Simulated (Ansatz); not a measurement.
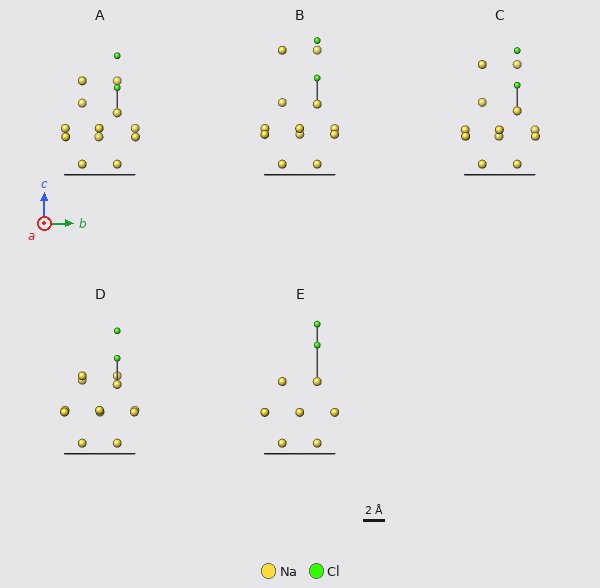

5 geometries from one constrained relaxation of a slab of composition Na6Cl (cut from the Im-3m phase), in shuffled order. A ball-and-stick model of the cell of the calculation, outlined in the plane, without the vacuum, seen along the a axis.

Case: 1 Cl2 a cell, upright, over a top Na site. The slab is the (1 1 0) face of Na with Cl2 on it. 4 atoms are held fixed.

Level of theory: Ansatz, DFT PBE+D3(BJ), scalar-relativistic, plane waves, PAW. Settings: plane-wave cutoff 420 eV; k-point mesh 3 × 3 × 1; occupations gaussian; smearing width 0.1 eV; no spin polarisation; dipole correction; atoms relaxed in a fixed cell; force threshold 0.04 eV/Å; at most 100 steps.

Put them in the order of the run, from the start to the converged end.

Answer. E, D, A, C, B. They are steps 0, 7, 15, 23, 33, at +2.865 eV per cell of the calculation, +1.756 eV per cell of the calculation, +0.711 eV per cell of the calculation, +0.106 eV per cell of the calculation relative to the last. The largest moves, 4.99 Å, are those of Na atoms. Largest moves by element: Na 4.99 Å, Cl 1.14 Å. The lattice vectors keep their values. Some distances before and after: Cl–Cl 1.998 → 3.571 Å, Cl–Na 3.480 → 2.493 Å. Bonds break: Cl–Cl (2.00 → 3.57 Å). Over 31 accepted moves (33 points after the start) the energy falls by 2.865 eV per cell of the calculation. The largest force component goes from 2.2 to 0.034 eV/Å. 2 steps only repeated the SCF at the same geometry. The forces were under the threshold at step 26, but the run went on from there.

Limits of the set-up: the periodic images lie only 7.1 Å apart, so the values are limited by the cell's size.
